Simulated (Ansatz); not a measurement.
# Geometry relaxation of HfSiO4 (part 2 of 2)

Continued. System: HfSiO4 (12 atoms in the cell). Method: DFT PBE, scalar-relativistic, plane waves, PAW, no spin polarisation (Ansatz 0.2.0); cutoff 420 eV, 6×6×6 k-mesh, Gaussian smearing of 0.02 eV. The structure derives from a Materials Project entry.

Geometry of the input (Å; fractional positions):
```
-3.3198  3.3198  3.0063
3.3198  -3.3198  3.0063
3.3198  3.3198  -3.0063
Hf 0.0000  0.0000  0.0000
Hf 0.7500  0.2500  0.5000
Si 0.2500  0.7500  0.5000
Si 0.5000  0.5000  0.0000
O  0.1348  0.3193  0.8155
O  0.0693  0.7538  0.6845
O  0.0693  0.3848  0.3155
O  0.5038  0.3193  0.1845
O  0.6807  0.4962  0.8155
O  0.6152  0.9307  0.6845
O  0.2462  0.9307  0.3155
O  0.6807  0.8652  0.1845
```

Output, continued
```
  k-point 0: bands = ["-50.8908", "-50.8836", "-19.6672", "-19.6672", "-19.5993", "-19.5897", "-19.5074", "-19.5074", "-9.3979", "-8.4041", "-7.6262", "-7.5143", "-7.0497", "-7.0497", "-7.0178", "-7.0178", "-0.7909", "-0.7877", "-0.7839", "-0.7839", "-0.7722", "-0.7722", "-0.7668", "-0.7667", "-0.7666", "-0.7616", "-0.7560", "-0.7560", "-0.7544", "-0.7544", "2.0332", "3.6034", "3.9447", "4.4330", "4.4330", "5.1727", "5.4108", "5.6980", "6.4259", "6.5861", "6.5861", "6.7836", "7.2169", "7.2169", "8.0911", "8.0911", "8.8465", "8.8465", "8.8909", "8.9428", "9.0525", "9.0525", "9.1103", "9.6277", "15.2909", "15.5941", "15.6028", "15.7295", "15.7295", "16.6208", "16.6768", "16.8625", "16.8625", "17.5417", "18.6662", "19.2472"]
  k-point 1: bands = ["-50.8904", "-50.8841", "-19.6723", "-19.6573", "-19.6044", "-19.5829", "-19.5190", "-19.5041", "-9.3062", "-8.4211", "-7.5908", "-7.4928", "-7.1018", "-7.1005", "-7.0820", "-7.0548", "-0.7930", "-0.7866", "-0.7865", "-0.7812", "-0.7765", "-0.7708", "-0.7690", "-0.7673", "-0.7671", "-0.7651", "-0.7631", "-0.7557", "-0.7547", "-0.7516", "2.2523", "3.7736", "4.1094", "4.3727", "4.4443", "5.3684", "5.5773", "5.8638", "5.9458", "6.1890", "6.8139", "7.0326", "7.0407", "7.0991", "8.0771", "8.1660", "8.6679", "8.7392", "8.8139", "8.8345", "8.8923", "8.9474", "9.1141", "9.5162", "15.1975", "15.3770", "15.6386", "15.7174", "16.0747", "16.6550", "16.6695", "16.8643", "17.0397", "17.9717", "18.9242", "19.2590"]
  k-point 2: bands = ["-50.8890", "-50.8854", "-19.6733", "-19.6338", "-19.6296", "-19.5508", "-19.5499", "-19.5057", "-9.0595", "-8.5138", "-7.4976", "-7.4368", "-7.2549", "-7.2188", "-7.1613", "-7.1491", "-0.7939", "-0.7917", "-0.7838", "-0.7836", "-0.7799", "-0.7776", "-0.7754", "-0.7695", "-0.7679", "-0.7670", "-0.7656", "-0.7544", "-0.7527", "-0.7524", "2.8290", "4.0143", "4.3614", "4.5555", "4.5815", "5.4200", "5.5359", "5.6013", "5.9984", "6.1478", "6.6041", "6.8087", "7.1311", "7.3784", "7.6416", "8.1543", "8.3505", "8.4121", "8.5351", "8.7707", "8.8006", "8.8780", "9.0569", "9.2559", "15.0431", "15.0698", "15.7235", "15.7910", "16.3771", "16.4300", "16.9277", "17.3232", "17.4354", "18.5147", "19.0418", "19.1499"]
  k-point 29: bands = ["-50.8872", "-50.8872", "-19.6791", "-19.6791", "-19.5955", "-19.5955", "-19.4971", "-19.4971", "-8.8469", "-8.8469", "-7.6623", "-7.6623", "-7.1212", "-7.1212", "-6.9610", "-6.9610", "-0.7875", "-0.7875", "-0.7844", "-0.7844", "-0.7738", "-0.7738", "-0.7732", "-0.7732", "-0.7676", "-0.7676", "-0.7632", "-0.7632", "-0.7477", "-0.7477", "2.8143", "2.8143", "4.4913", "4.4913", "4.9329", "4.9329", "6.0037", "6.0037", "6.6541", "6.6541", "6.6969", "6.6969", "7.7195", "7.7195", "7.9162", "7.9162", "8.2042", "8.2042", "8.3435", "8.3435", "8.5828", "8.5828", "8.7500", "8.7500", "15.7423", "15.7423", "16.0570", "16.0570", "16.2231", "16.2231", "16.8773", "16.8773", "17.7112", "17.7112", "19.0974", "19.0974"]
--- Relaxed structure (4 steps of the walk, 4 accepted, 1 SCFs on fresh bases) ---
  F+E_penalty+E_count = -37271.74773307 eV   max|allowed force component| = 1.604e-3 eV/Å   (the final SCF, on the basis selected at the relaxed cell)
  cell:  # Å, volume = 132.7943 Å³
    - [-3.322452516073737, 3.322452516073737, 3.007474054026707]
    - [3.322452516073737, -3.322452516073737, 3.007474054026707]
    - [3.322452516073737, 3.322452516073737, -3.007474054026707]
  atoms:
    - { symbol: Hf, position: [5.93984248283481e-21, 7.30063859499142e-21, 2.721592224313218e-21] }
    - { symbol: Hf, position: [0.75, 0.25000000000000006, 0.5] }
    - { symbol: Si, position: [0.25000000000000006, 0.75, 0.5] }
    - { symbol: Si, position: [0.5, 0.5, 2.7215922243132323e-21] }
    - { symbol: O, position: [0.1347298443740151, 0.31893892239722965, 0.8157909219767854] }
    - { symbol: O, position: [0.06893892239722989, 0.7531480004204447, 0.684209078023215] }
    - { symbol: O, position: [0.06893892239722975, 0.38472984437401514, 0.3157909219767854] }
    - { symbol: O, position: [0.5031480004204444, 0.31893892239722965, 0.18420907802321468] }
    - { symbol: O, position: [0.6810610776027701, 0.4968519995795556, 0.8157909219767854] }
    - { symbol: O, position: [0.615270155625985, 0.9310610776027701, 0.6842090780232147] }
    - { symbol: O, position: [0.24685199957955553, 0.9310610776027701, 0.31579092197678527] }
    - { symbol: O, position: [0.68106107760277, 0.8652701556259847, 0.18420907802321468] }
```

Trajectory as extended XYZ (Å, eV, eV/Å), 5 frames, from step=1 to step=5
```
12
Lattice="-3.3198 3.3198 3.0063 3.3198 -3.3198 3.0063 3.3198 3.3198 -3.0063" Properties=species:S:1:pos:R:3:forces:R:3 step=1 energy=-37271.74710 pressure_GPa=0.38
Hf    0.0000    0.0000    0.0000    0.0000   0.0000   0.0000
Hf    0.0000    3.3198    1.5031    0.0000   0.0000   0.0000
Si    3.3198    0.0000    1.5031    0.0000   0.0000   0.0000
Si    0.0000    0.0000    3.0063    0.0000   0.0000   0.0000
O     3.3198    2.0947   -1.0864    0.0000   0.0167  -0.0217
O     4.5449    0.0000    0.4167   -0.0167   0.0000  -0.0217
O     2.0947    0.0000    0.4167    0.0167   0.0000  -0.0217
O     0.0000    1.2251    1.9199    0.0000  -0.0167  -0.0217
O     2.0947    3.3198    1.0864    0.0167   0.0000   0.0217
O     3.3198    1.2251    2.5895    0.0000  -0.0167   0.0217
O     3.3198   -1.2251    2.5895    0.0000   0.0167   0.0217
O     1.2251    0.0000    4.0927   -0.0167   0.0000   0.0217
12
Lattice="-3.3217 3.3217 3.0080 3.3217 -3.3217 3.0080 3.3217 3.3217 -3.0080" Properties=species:S:1:pos:R:3:forces:R:3 step=2 energy=-37271.74644 pressure_GPa=0.02
Hf    0.0000    0.0000    0.0000    0.0000   0.0000   0.0000
Hf    0.0000    3.3217    1.5040    0.0000   0.0000   0.0000
Si    3.3217    0.0000    1.5040    0.0000   0.0000   0.0000
Si    0.0000    0.0000    3.0080    0.0000   0.0000   0.0000
O     3.3217    2.0970   -1.0873    0.0000  -0.0035  -0.0296
O     4.5465    0.0000    0.4167    0.0035   0.0000  -0.0296
O     2.0970    0.0000    0.4167   -0.0035   0.0000  -0.0296
O     0.0000    1.2248    1.9207    0.0000   0.0035  -0.0296
O     2.0970    3.3217    1.0873   -0.0035   0.0000   0.0296
O     3.3217    1.2248    2.5913    0.0000   0.0035   0.0296
O     3.3217   -1.2248    2.5913    0.0000  -0.0035   0.0296
O     1.2248    0.0000    4.0953    0.0035   0.0000   0.0296
12
Lattice="-3.3224 3.3224 3.0077 3.3224 -3.3224 3.0077 3.3224 3.3224 -3.0077" Properties=species:S:1:pos:R:3:forces:R:3 step=3 energy=-37271.74643 pressure_GPa=-0.04
Hf    0.0000    0.0000    0.0000    0.0000   0.0000   0.0000
Hf    0.0000    3.3224    1.5038    0.0000   0.0000   0.0000
Si    3.3224    0.0000    1.5038    0.0000   0.0000   0.0000
Si    0.0000    0.0000    3.0077    0.0000   0.0000   0.0000
O     3.3224    2.0978   -1.0882    0.0000   0.0042  -0.0123
O     4.5470    0.0000    0.4157   -0.0042   0.0000  -0.0123
O     2.0978    0.0000    0.4157    0.0042   0.0000  -0.0123
O     0.0000    1.2246    1.9195    0.0000  -0.0042  -0.0123
O     2.0978    3.3224    1.0882    0.0042   0.0000   0.0123
O     3.3224    1.2246    2.5920    0.0000  -0.0042   0.0123
O     3.3224   -1.2246    2.5920    0.0000   0.0042   0.0123
O     1.2246    0.0000    4.0959   -0.0042   0.0000   0.0123
12
Lattice="-3.3225 3.3225 3.0075 3.3225 -3.3225 3.0075 3.3225 3.3225 -3.0075" Properties=species:S:1:pos:R:3:forces:R:3 step=4 energy=-37271.74651 pressure_GPa=-0.02
Hf    0.0000    0.0000    0.0000    0.0000   0.0000   0.0000
Hf    0.0000    3.3225    1.5037    0.0000   0.0000   0.0000
Si    3.3225    0.0000    1.5037    0.0000   0.0000   0.0000
Si    0.0000    0.0000    3.0075    0.0000   0.0000   0.0000
O     3.3225    2.0984   -1.0891    0.0000   0.0016   0.0002
O     4.5465    0.0000    0.4147   -0.0016   0.0000   0.0002
O     2.0984    0.0000    0.4147    0.0016   0.0000   0.0002
O     0.0000    1.2241    1.9184    0.0000  -0.0016   0.0002
O     2.0984    3.3225    1.0891    0.0016   0.0000  -0.0002
O     3.3225    1.2241    2.5928    0.0000  -0.0016  -0.0002
O     3.3225   -1.2241    2.5928    0.0000   0.0016  -0.0002
O     1.2241    0.0000    4.0965   -0.0016   0.0000  -0.0002
12
Lattice="-3.3225 3.3225 3.0075 3.3225 -3.3225 3.0075 3.3225 3.3225 -3.0075" Properties=species:S:1:pos:R:3:forces:R:3 step=5 energy=-37271.74773 pressure_GPa=-0.00
Hf    0.0000    0.0000    0.0000    0.0000   0.0000   0.0000
Hf    0.0000    3.3225    1.5037    0.0000   0.0000   0.0000
Si    3.3225    0.0000    1.5037    0.0000   0.0000   0.0000
Si    0.0000    0.0000    3.0075    0.0000   0.0000   0.0000
O     3.3225    2.0984   -1.0891    0.0000   0.0016   0.0002
O     4.5465    0.0000    0.4147   -0.0016   0.0000   0.0002
O     2.0984    0.0000    0.4147    0.0016   0.0000   0.0002
O     0.0000    1.2241    1.9184    0.0000  -0.0016   0.0002
O     2.0984    3.3225    1.0891    0.0016   0.0000  -0.0002
O     3.3225    1.2241    2.5928    0.0000  -0.0016  -0.0002
O     3.3225   -1.2241    2.5928    0.0000   0.0016  -0.0002
O     1.2241    0.0000    4.0965   -0.0016   0.0000  -0.0002
```

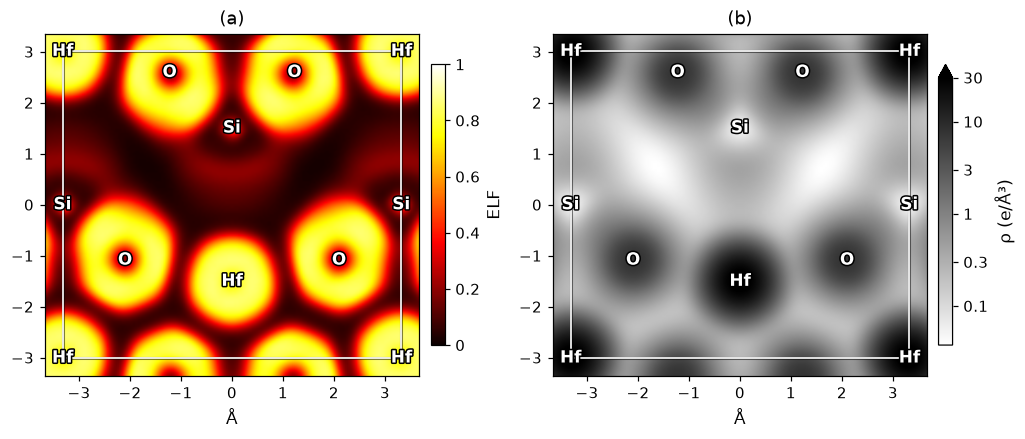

**Figure 1.** (a) ELF; (b) valence pseudo-density on the (100) plane of the conventional cell. Atoms in the plane: Hf, Si and O. Hf–O (2.14 Å): ρ at the midpoint is about 0.64 e/Å³; the ELF peaks at about 0.85 in the valence shell of O, 0.6 Å from its nucleus, and drops to about 0.15 between the two atoms. Hf–O (2.28 Å): ρ is about 0.46 e/Å³ halfway; the ELF peaks at about 0.85 in the valence shell of O, 0.7 Å from its nucleus, and drops to about 0.15 between the two atoms. Away from the nuclei the density in this plane falls to 0.04 e/Å³ at its lowest. The strong features right at Hf lie inside the PAW spheres (semicore, d or f shells) and say nothing about bonding. The fields are those of the smooth PAW valence density.

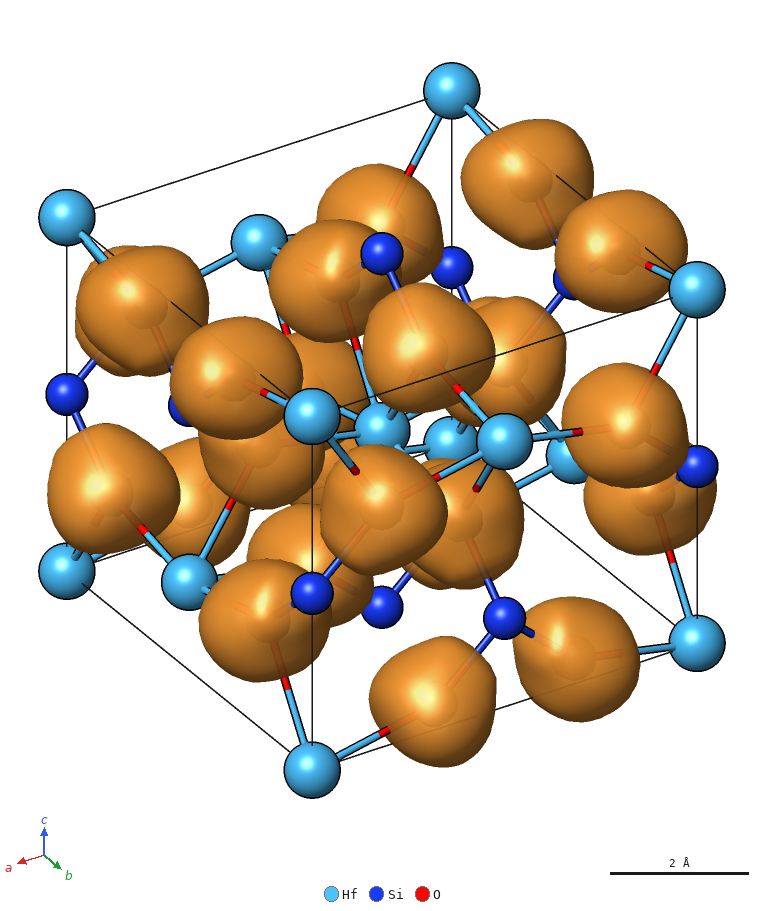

**Figure 2.** Isosurface of the electron localisation function at 0.65 (orange), seen at an oblique angle. Core shells and regions of very low density are left out. Sticks mark near contacts. The outline is the cell set on symmetry axes. Values along the shortest contacts: Hf–O (2.14 Å): the ELF peaks at about 0.85 in the valence shell of O, 0.6 Å from its nucleus, and drops to about 0.15 between the two atoms.

Key numbers

```tsv
quantity	value
outcome	converged
space group (tolerance 0.01 Å)	I4₁/amd (141)
electrons treated	108
free energy	−37271.7477 eV
Fermi energy	12.291 eV
gap on the k-point mesh	5.33 eV
pressure	0.00 GPa
final volume	132.79 Å³
largest force (length of the vector) at the end	0.002 eV/Å
final cell	a = 5.579 Å, b = 5.579 Å, c = 5.579 Å, α = 106.90°, β = 106.90°, γ = 114.76°
hardware	8 threads of Arm Neoverse V1, 24 GiB of memory available, shared host
wall time	14 s (CPU time 1.8 min)
peak memory	0.83 GiB
```

Remarks

Spin–orbit coupling is left out, which matters for Hf.
